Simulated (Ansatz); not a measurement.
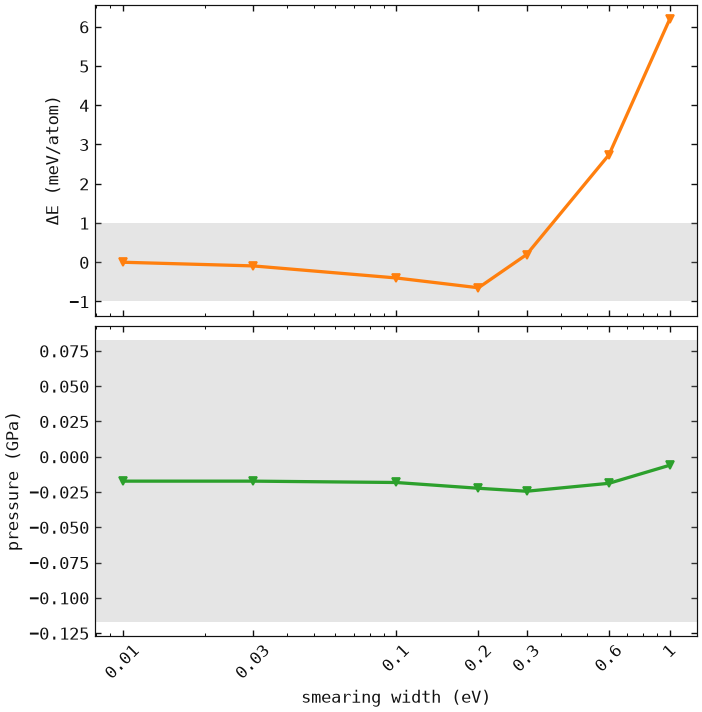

Scan of the smearing width.
The run: K (Im-3m, 1 atom in the cell), by DFT, LDA (PW92), plane waves (420 eV) with PAW, scalar-relativistic in Ansatz 0.2.0; 9×9×9 k-mesh, Methfessel–Paxton smearing.
ΔE is the free energy less its value at the smallest setting, 0.01 eV.
Dashed lines or grey bands mark the tolerance: 1 meV/atom and 0.1 GPa.

### From which setting is the free energy converged to 1 meV/atom?

The free energy is within 1 meV/atom of the smallest setting's value from 0.3 eV down. It is off by +6.2 meV/atom at 1 eV and +2.7 meV/atom at 0.6 eV.

### How does the pressure behave (tolerance 0.1 GPa)?

The pressure is within 0.1 GPa of the smallest setting's value at every setting shown, 1 eV included. The largest deviation is 0.01 GPa.
